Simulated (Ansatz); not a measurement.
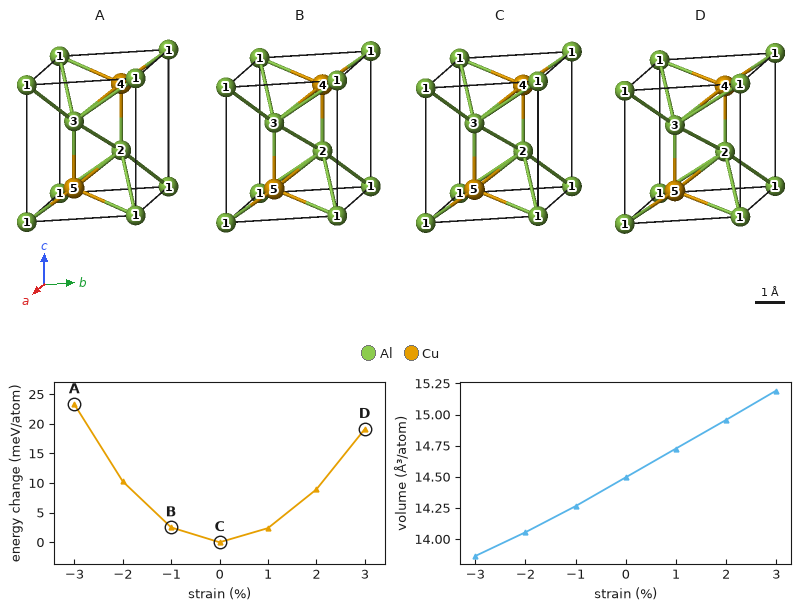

Members of a series of calculations on a crystal of Al$_{3}$Cu$_{2}$ (set up in P-3m1), marked on the first curve. The picture is a ball-and-stick view of the cell of the calculation, seen slightly off an axis.

Level of theory: DFT PBEsol, scalar-relativistic, plane waves, PAW in Ansatz. (plane-wave cutoff 420 eV; k-point mesh 12 × 12 × 8; occupations gaussian; smearing width 0.1 eV; no spin polarisation)

Describe the series.

Answer. Biaxial strain in the a–b plane, c and atoms relaxed. A (strain −3.0 %): energy change 23.3 meV/atom, volume 13.86 Å³ per atom. B (strain −1.0 %): energy change 2.5 meV/atom, volume 14.26 Å³ per atom. C (strain 0.0 %): energy change 0.0 meV/atom, volume 14.50 Å³ per atom. D (strain 3.0 %): energy change 19.1 meV/atom, volume 15.19 Å³ per atom. The rest compares A with D. The volume changes by +9.6 %, with a = b 3.976 → 4.222 Å (+6.2 %), c 5.064 → 4.922 Å (−2.8 %). Some distances before and after: Al–Cu 2.488 → 2.628 Å, Al–Cu 2.437 → 2.551 Å, Al–Cu 2.597 → 2.492 Å.
